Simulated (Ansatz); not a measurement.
**SiGe3: density, localisation and related maps**

Input file:

```
crystal:
  lattice:
    - [2.0032559043, 3.4697410068, 0.0]
    - [0.0, 0.0, 6.6108217309]
    - [6.0097677128, -3.4697410068, 0.0]
  atoms:
    - { symbol: Ge, position: [0.5, 0.0628334386, 0.1666666667] }
    - { symbol: Ge, position: [1.0, 0.0628334386, 0.6666666667] }
    - { symbol: Si, position: [0.5, 0.5628334386, 0.8333333333] }
    - { symbol: Si, position: [1.0, 0.5628334386, 0.3333333333] }
    - { symbol: Ge, position: [0.5, 0.4371665614, 0.1666666667] }
    - { symbol: Ge, position: [1.0, 0.4371665614, 0.6666666667] }
    - { symbol: Ge, position: [0.5, 0.9371665614, 0.8333333333] }
    - { symbol: Ge, position: [1.0, 0.9371665614, 0.3333333333] }
basis:
  ecutwfc: 420
kpoints:
  mp_grid: { grid: [10, 6, 6] }
hamiltonian:
  xc: pbe
scf:
  occupations: { method: gaussian, width: 0.1 }
output:
  forces: true
  stress: true
  eigenvalues: true
  write_density: true
  write_potential: true
  elf: true
  volumetric_format: npy
relax:
  adjacent_minimum: "off"
  f_tol: 0.015
  max_steps: 60
  cell: { stress_tol: 0.15 }
```

Command:

```sh
ansatz run input.yaml --threads 1 --pin off --max-ram 2560MiB --backend cpu --events-out ev --progress --plain --runs-dir out
```

The fields are those of the relaxed geometry.

Space group P3m1; a structure from a database of computed crystals, not necessarily the ambient phase.

Level of theory: DFT PBE, scalar-relativistic, plane waves, PAW in Ansatz 0.2.0.

The density is the valence pseudo-density of a PAW calculation; it isn't the true density close to the nuclei.

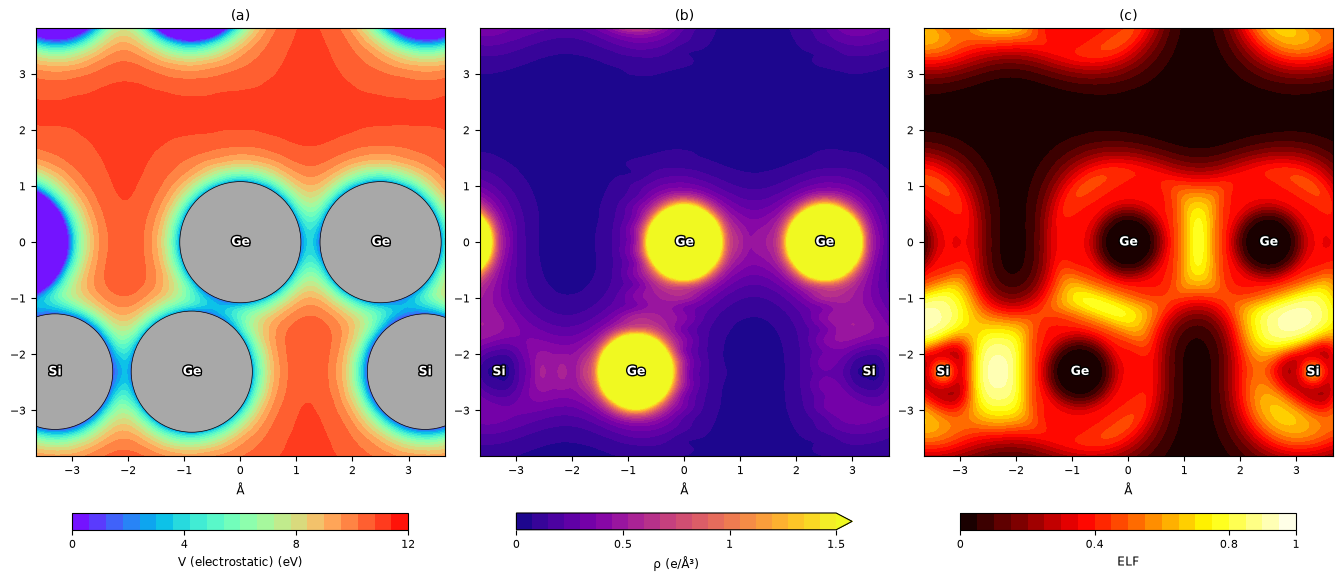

Figure 1. (a) electrostatic potential (local pseudopotential plus Hartree) felt by an electron; (b) valence pseudo-density; (c) ELF on the (100) plane of the calculation cell. Grey discs cover the atomic cores in the potential map.

### What does the map show?

The section cuts through Ge and Si sites. Si–Ge (2.44 Å): ρ at the midpoint is about 0.52 e/Å³; the ELF peaks at about 0.90 between the atoms. Ge–Ge (2.47 Å): ρ is about 0.49 e/Å³ halfway; the ELF peaks at about 0.80 between the atoms. Between the atoms the lowest density in this plane is 0.01 e/Å³. Outside the cores the potential energy rises away from the atoms and is highest about 2.6 Å from the nearest atoms; its zero is arbitrary.

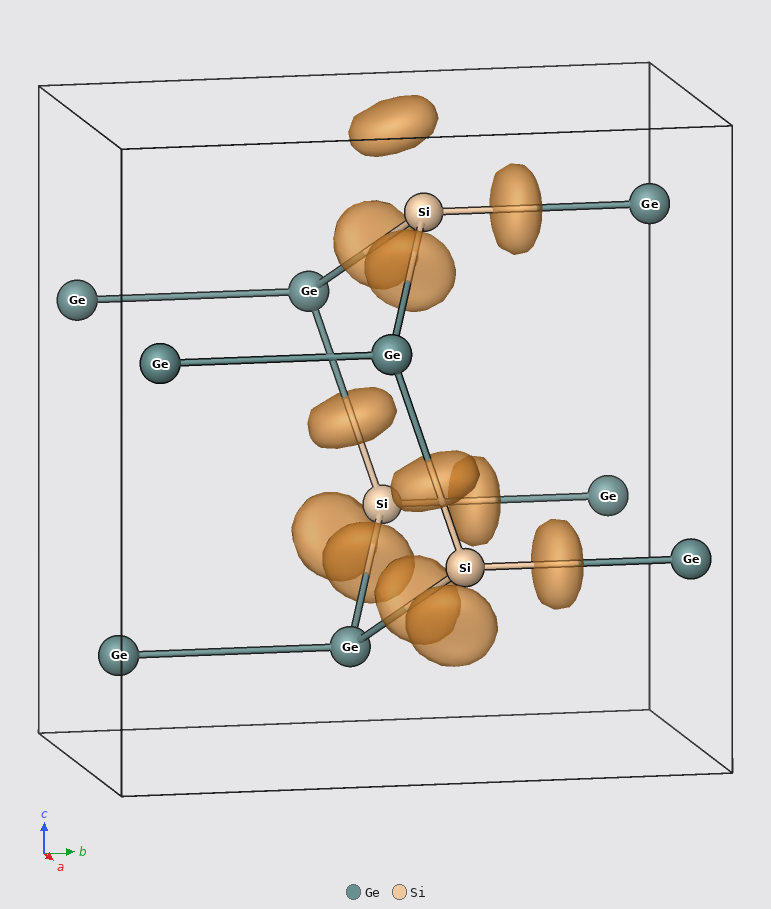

Figure 2. Isosurface of the electron localisation function at 0.85 (orange), seen slightly off an axis. Core shells and regions of very low density are left out. Sticks mark near contacts.

### What do the ELF domains correspond to?

The surface consists of eight regions between bonded Ge–Si atoms, counted in one cell of 8 atoms. Regions shared between cells count once.

### Does the calculation make it a metal, or give it a gap?

It is metallic or semimetallic at this level of theory: no gap opens.
